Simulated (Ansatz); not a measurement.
**Single-point calculation, with input and output: Sn4O7 (part 1 of 2)**

- system: Sn4O7 (slab, 22 atoms in the cell)
- method: DFT PBEsol, scalar-relativistic, plane waves, PAW, no spin polarisation (Ansatz 0.2.0)

The structure derives from an entry of the Crystallography Open Database. It belongs to a series of runs on one base structure; here: (1 1 0) slab cut from the bulk. Figures and captions count atoms from 1; the log counts them from 0 in places.

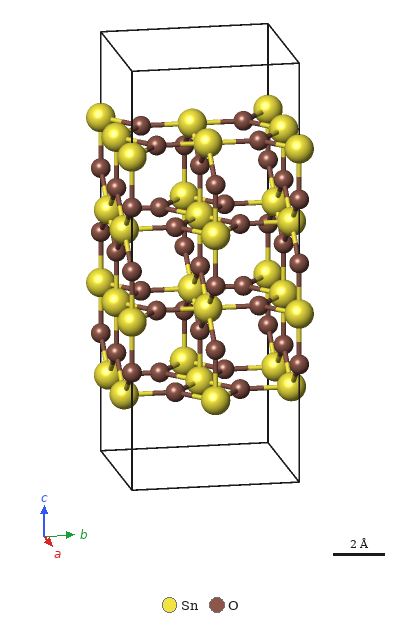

Figure 1. The structure (ball-and-stick view of the 2 × 1 repeat of the cell, with the vacuum cut short, seen slightly off an axis). An atom can appear more than once, as a periodic image. Near neighbours in the periodic cell (some may lie outside the picture): Sn has 5 O at 2.07 Å; Sn has 4 O at 2.07 Å; O has 3 Sn at 2.07 Å; Sn has 6 O at 2.07 Å.

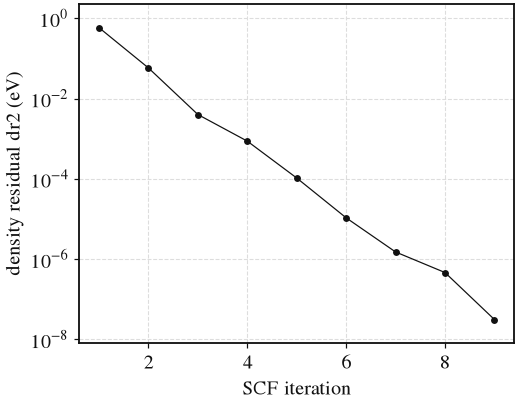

Figure 2. Convergence of the self-consistent field: density residual dr2 against the SCF iteration. The residual falls at every step.

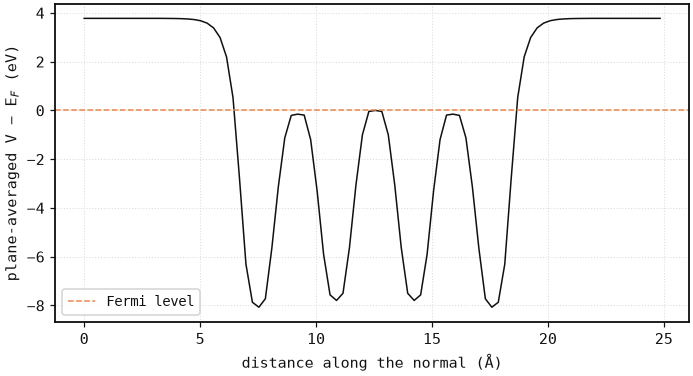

Figure 3. Plane average of the electrostatic potential energy of an electron across the cell, from the Fermi level. The vacuum level lies 3.77 eV above the Fermi level.

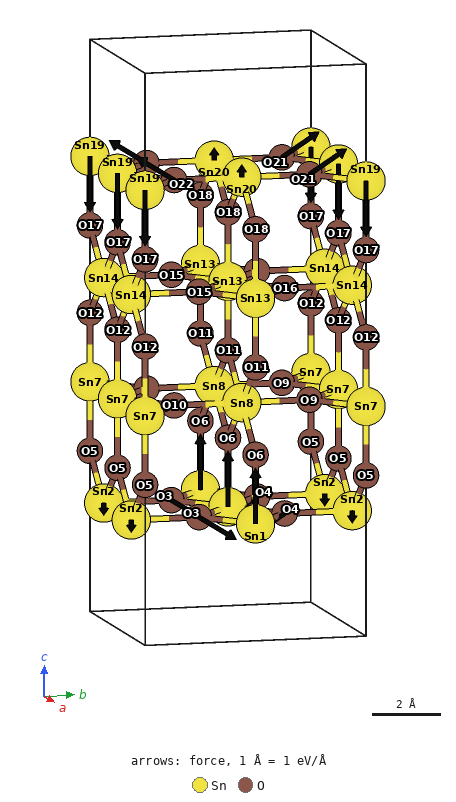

Figure 4. Forces on the atoms as black arrows (ball-and-stick view of the 2 × 1 repeat of the cell, with the vacuum cut short, seen slightly off an axis; atoms are numbered from 1 in the order of the input); the smallest are left out. The largest act on Sn1, Sn19 (1.69 eV/Å); O3, O4, O21, O22 (1.37 eV/Å). The geometry is not a stationary point of this energy.

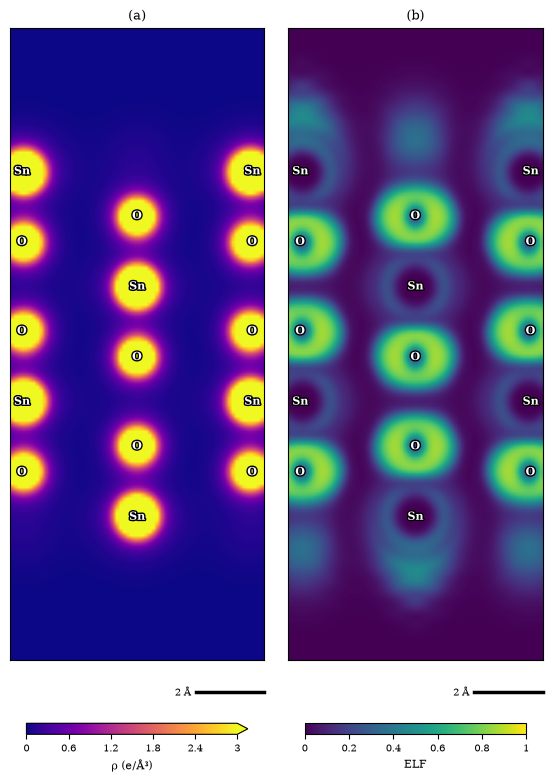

Figure 5. (a) valence pseudo-density; (b) ELF on the (100) plane of the calculation cell, a cut from vacuum to vacuum. Sn–O (2.07 Å): ρ is about 0.66 e/Å³ halfway; the ELF is about 0.25 at the midpoint; a polar contact without a shared pair, in a metal. The density dies away to nearly zero in the vacuum. In a PAW calculation such maps are meaningful between the atoms, not at the nuclei.

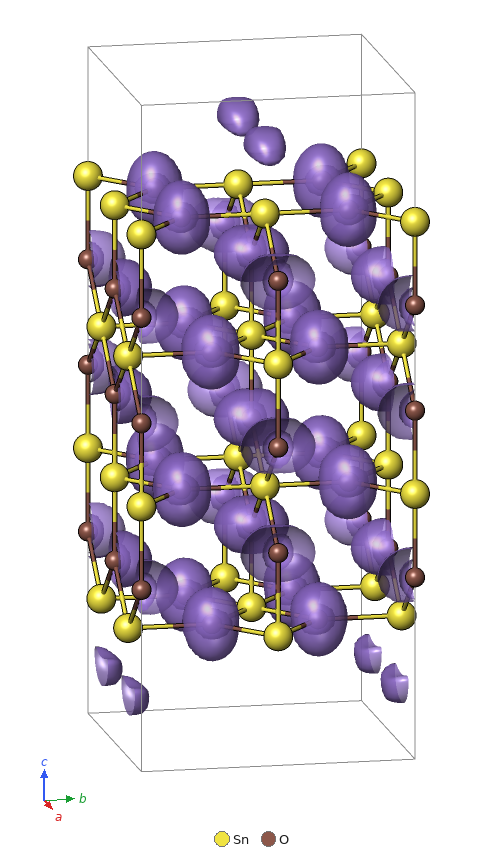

Figure 6. Isosurface of the electron localisation function at 0.75 (purple), seen slightly off an axis. Only the valence region is drawn (cores and ρ < 0.01 e/Å³ removed). Sticks mark near contacts. Along the contacts the grid gives the following. Sn–O (2.07 Å): the ELF is about 0.25 at the midpoint; no shared pair; the contact is polar.

The input that produced these results follows, with the program's output.

Input file:
```yaml
crystal:
  lattice:
    - [3.2120684225, 0.0, 0.0]
    - [0.0, 6.7443405568, 0.0]
    - [0.0, 0.0, 25.1165108352]
  atoms:
    - { symbol: Sn, position: [0.0, 0.5, 0.2986083556] }
    - { symbol: Sn, position: [0.5, 0.0, 0.2986083556] }
    - { symbol: O, position: [0.5, 0.306276504, 0.2986083556] }
    - { symbol: O, position: [0.5, 0.693723496, 0.2986083556] }
    - { symbol: O, position: [0.0, 0.0, 0.3506274135] }
    - { symbol: O, position: [0.0, 0.5, 0.380850394] }
    - { symbol: Sn, position: [0.0, 0.0, 0.4328694519] }
    - { symbol: Sn, position: [0.5, 0.5, 0.4328694519] }
    - { symbol: O, position: [0.5, 0.806276504, 0.4328694519] }
    - { symbol: O, position: [0.5, 0.193723496, 0.4328694519] }
    - { symbol: O, position: [0.0, 0.5, 0.4848885098] }
    - { symbol: O, position: [0.0, 0.0, 0.5151114902] }
    - { symbol: Sn, position: [0.0, 0.5, 0.5671305481] }
    - { symbol: Sn, position: [0.5, 0.0, 0.5671305481] }
    - { symbol: O, position: [0.5, 0.306276504, 0.5671305481] }
    - { symbol: O, position: [0.5, 0.693723496, 0.5671305481] }
    - { symbol: O, position: [0.0, 0.0, 0.619149606] }
    - { symbol: O, position: [0.0, 0.5, 0.6493725865] }
    - { symbol: Sn, position: [0.0, 0.0, 0.7013916444] }
    - { symbol: Sn, position: [0.5, 0.5, 0.7013916444] }
    - { symbol: O, position: [0.5, 0.806276504, 0.7013916444] }
    - { symbol: O, position: [0.5, 0.193723496, 0.7013916444] }
basis:
  ecutwfc: 420
kpoints:
  mp_grid: { grid: [8, 4, 1] }
hamiltonian:
  xc: pbesol
scf:
  occupations: { method: gaussian, width: 0.05 }
output:
  forces: true
  stress: true
  eigenvalues: true
  write_density: true
  write_potential: true
  elf: true
  volumetric_format: npy
efield:
  axis: 3
  dipole_correction: true
  ramp_width: 0.04
```

Command:
```bash
ansatz run input.yaml --threads 2 --pin off --max-ram 5120MiB --backend cpu --events-out ev --progress --plain --runs-dir out
```

What the program printed:
```
Engine: ansatz 0.2.0, x86_64-unknown-linux-gnu
Pseudopotentials: kind: paw
Pseudopotential: Sn, paw, valence charge 14, recommended cutoff 420 eV (normal), Sn.paw.azcp
Pseudopotential: O, paw, valence charge 6, recommended cutoff 420 eV (normal), O.paw.azcp
Functional definition: PBEsol
  exchange = pbesol_x
  correlation = pbesol_c
Crystal: 22 atoms, lattice volume = 544.106 Å³
Basis set: ecut = 420 eV, 10679 PW (Γ), exchange–correlation on 48×96×360 points (8 copies of the dense FFT grid, shifted against one another)
Bands: 120, of which v1, the nominal top of the filled ones, is band 98 counted from 1 (97 counted from 0)
Symmetry: 4 space group operations
k-points: 15 of 32
Non-local potential: Sn, projectors of the file, l = 0: 2, l = 1: 2, l = 2: 2, l = 3: 2
Non-local potential: O, projectors of the file, l = 0: 2, l = 1: 2, l = 2: 1
PAW form: soft (Blöchl's): semilocal exchange-correlation on the pseudo side does not see the compensation charge
PAW frozen core: Sn, regenerated for the run's functional, and the local potential with it (the file was generated under x = pbe(κ = 0.804, μ = 0.2195149727645171), c = pbe(β = 0.06672455060314922))
PAW frozen core: O, regenerated for the run's functional, and the local potential with it (the file was generated under x = pbe(κ = 0.804, μ = 0.2195149727645171), c = pbe(β = 0.06672455060314922))
PAW one-centre angular grid: Sn, 590 points (default); XC on 64 Gauss nodes
PAW one-centre angular grid: O, 110 points (default); XC on 64 Gauss nodes
Initial density: superposition of atomic densities (neutral atoms: chi_scale 0, normalization atom), corrected by the library's trained network
Initial wavefunctions: pseudopotential atomic-orbital guess
Functional: x = pbesol(κ = 0.804, μ = 0.12345679012345678), c = pbesol(β = 0.046)
```
